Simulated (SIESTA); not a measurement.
**TiNi: 7 runs along one coordinate**

System: TiNi (P4/mmm, 2 atoms in the cell).
Method: Kohn-Sham DFT of a periodic cell, PBEsol, PseudoDojo 0.4 standard, converted to PSML, spin-polarised (SIESTA 5.4.2).

The 7 runs differ only in the geometry, by an even scaling of the cell at fixed fractional positions. The structure derives from a Materials Project entry.

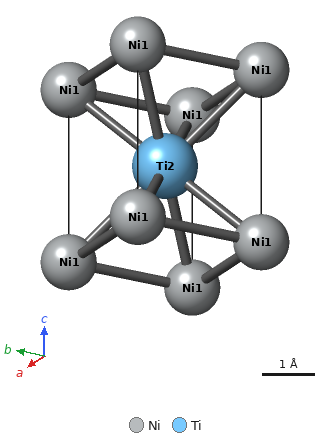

Figure 1. The structure of run 4 (ball-and-stick view of the cell of the calculation, seen at an oblique angle; atoms are numbered from 1 in the order of the input). An atom can appear more than once, as a periodic image.

### Input of run 4
```
SystemName                      TiNi
SystemLabel                     TiNi
NumberOfSpecies                 2
NumberOfAtoms                   2
%block ChemicalSpeciesLabel
  1  28 Ni
  2  22 Ti
%endblock ChemicalSpeciesLabel

LatticeConstant                 1.0 Ang
%block LatticeVectors
     2.7358030000     0.0000000000     0.0000000000
     0.0000000000     2.7358030000     0.0000000000
     0.0000000000     0.0000000000     3.5814100000
%endblock LatticeVectors
AtomicCoordinatesFormat         Fractional
%block AtomicCoordinatesAndAtomicSpecies
     0.0000000000     0.0000000000     0.0000000000  1  Ni
     0.5000000000     0.5000000000     0.5000000000  2  Ti
%endblock AtomicCoordinatesAndAtomicSpecies

%block kgrid.MonkhorstPack
    8   0   0  0.0
    0   8   0  0.0
    0   0   6  0.0
%endblock kgrid.MonkhorstPack
XC.Functional                   GGA
XC.Authors                      PBEsol
PAO.BasisSize                   DZP
PAO.EnergyShift                 0.003 Ry
Mesh.Cutoff                     800 Ry
Spin                            polarized
%block DM.InitSpin
    1   1.000
    2   1.000
%endblock DM.InitSpin
OccupationFunction              FD
ElectronicTemperature           0.05 eV
MaxSCFIterations                200
SCF.MustConverge                false
SCF.Mixer.Method                Pulay
SCF.Mixer.Weight                0.1
SCF.Mixer.History               10
SCF.DM.Tolerance                5.0e-05
SCF.H.Tolerance                 1.0e-03 eV
WriteForces                     true
Charge.Mulliken                 end
%block PAO.Basis
  Ni 5
  n=3 0 2
    2.437 0.000
  n=4 0 2
    7.067 0.000
  n=3 1 2
    2.721 0.000
  n=4 1 1
    7.067
  n=3 2 2
    4.466 0.000
  Ti 5
  n=3 0 2
    3.151 0.000
  n=4 0 2
    8.703 0.000
  n=3 1 2
    3.568 0.000
  n=4 1 1
    8.703
  n=3 2 2
    6.267 0.000
%endblock PAO.Basis
```

Command:
```bash
siesta < TiNi.fdf > TiNi.out 2>&1
```

Run 5 differs from it as follows:
```diff
-     2.7358030000     0.0000000000     0.0000000000
-     0.0000000000     2.7358030000     0.0000000000
-     0.0000000000     0.0000000000     3.5814100000
+     2.7539214287     0.0000000000     0.0000000000
+     0.0000000000     2.7539214287     0.0000000000
+     0.0000000000     0.0000000000     3.6051286382
```

### Results, with one run withheld

| run | volume per atom (Å³) | free energy per atom, from the lowest run given (meV) | pressure (GPa) |
| --- | --- | --- | --- |
| 1 | 12.599 | 2.17 | 3.27 |
| 2 | 12.867 | 0.00 | −0.63 |
| 3 | 13.135 | 4.22 | −4.33 |
| 4 | 13.403 | 14.22 | −7.51 |
| 5 | 13.671 | ? | ? |
| 6 | 13.939 | 48.44 | −12.78 |
| 7 | 14.207 | 71.86 | −15.18 |

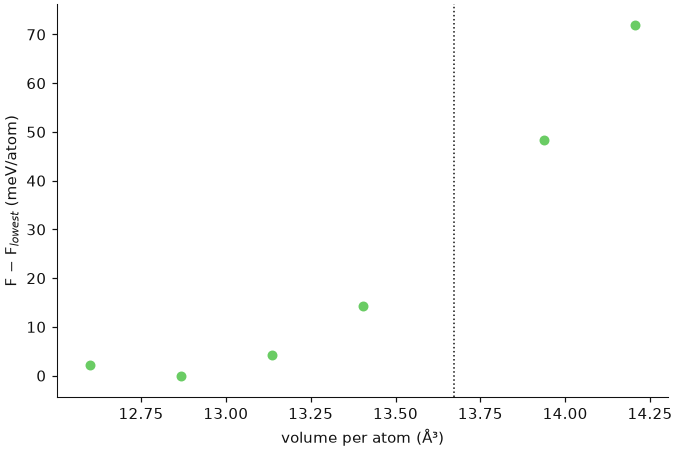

Figure 2. Free energy per atom of the runs given; the dotted line marks run 5.

Estimate the energy of run 5 from the others.

A cubic polynomial in V^(−2/3) (the Birch–Murnaghan form), fitted to the 6 runs given, misses them by at most 0.06 meV per atom. With x = V^(−2/3) − 0.17780 Å⁻², it reads F = 11.286 − 4740.7 x + 4.8901e+05 x² + 9.9218e+05 x³ (meV per atom). At run 5 it gives 29.09 meV per atom, and the run itself gives 29.11. The slope of the fit gives a pressure −dF/dV of −10.31 GPa there, and the run prints −10.27 GPa. The fit has its minimum at 12.818 Å³ per atom, where V d²F/dV² gives 186 GPa. Cell shape and fractional positions are held, so this is the stiffness under even scaling; the relaxed bulk modulus wasn't computed.

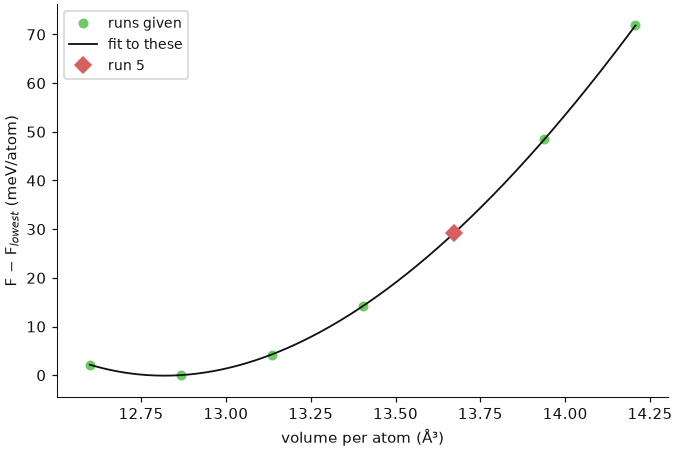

Figure 3. The fit and the withheld run.

### Some lines of the output (run 5)
```
[...]
outcell: Cell volume (Ang**3)        :     27.3416
stepf: Fermi-Dirac step function
siesta: Etot    =     -6158.993421
siesta: FreeEng =     -6159.013323
        iscf     Eharris(eV)        E_KS(eV)     FreeEng(eV)     dDmax    Ef(eV) dHmax(eV)
siesta: E_KS(eV) =            -6175.6845
siesta: E_KS - E_eggbox =     -6175.6845
siesta: Etot    =     -6175.684468
siesta: FreeEng =     -6175.706107
siesta:         Fermi =      -6.472573
siesta: Cell volume =         27.341596 Ang**3
    Orbital volume contribution        =           2.247030 eV
```

Notes: Points of doubt noted for this run: mulliken charges of long orbitals. With a small basis of atomic orbitals these values can differ much from converged plane-wave results.
